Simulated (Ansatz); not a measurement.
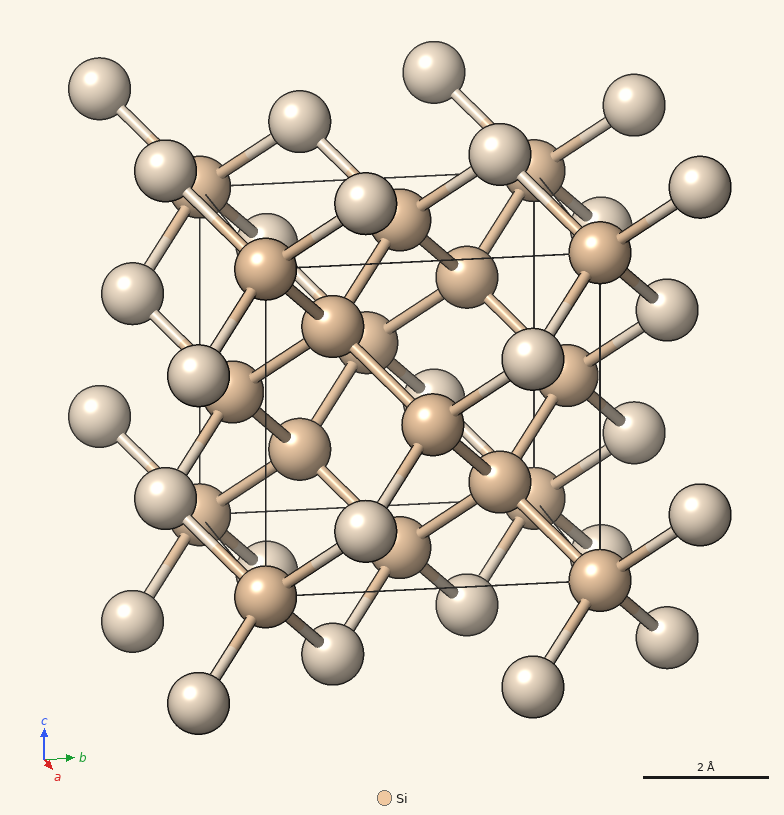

Figure: ball-and-stick view slightly off an axis. The edges of the drawn cell (a repeat of the simulation cell) are marked. Outside the box, the atoms bonded to those within are drawn, in fainter colours.

Si, a = 5.444 Å, b = 5.488 Å, c = 5.444 Å, α = 90.00°, β = 90.00°, γ = 90.00°. Strictly the space group is I4_1/amd (No. 141, within 0.01 Å). It is a distorted form of a face-centred cubic structure, space group Fd-3m (No. 227) within 0.25 Å: diamond. Starting structure: a structure listed in the Materials Project. The cell was then strained or its atoms displaced on purpose. It went into a calculation with Ansatz.

This one geometry was computed with Ansatz (DFT, plane waves, PAW) at three levels of theory: PBE, r2SCAN and HSE06. It was relaxed with r2SCAN and then strained.

Which level gives the highest pressure at this volume, and what does that say about its equilibrium volume?

Answer. Highest: PBE (0.6 GPa), which points to the largest equilibrium volume. Lowest, with the smallest volume: r2SCAN (-0.8 GPa) and HSE06 (-1.0 GPa). Levels within 0.5 GPa of each other can't be told apart.

How does the band gap change with the level of theory?

Answer. PBE: a gap of 0.55 eV, indirect; r2SCAN: a gap of 0.74 eV, indirect; HSE06: a gap of 1.11 eV, indirect.

Collect the results in a table.

Answer.
| level | cutoff (eV) | k-mesh of the run's cell | gap (eV) | pressure (GPa) |
| --- | --- | --- | --- | --- |
| PBE | 420 | 8×8×8 | 0.55 | 0.6 |
| r2SCAN | 500 | 8×8×8 | 0.74 | -0.8 |
| HSE06 | 420 | 6×6×6 | 1.11 | -1.0 |

Gaps are taken on the k-mesh or band path of each run.
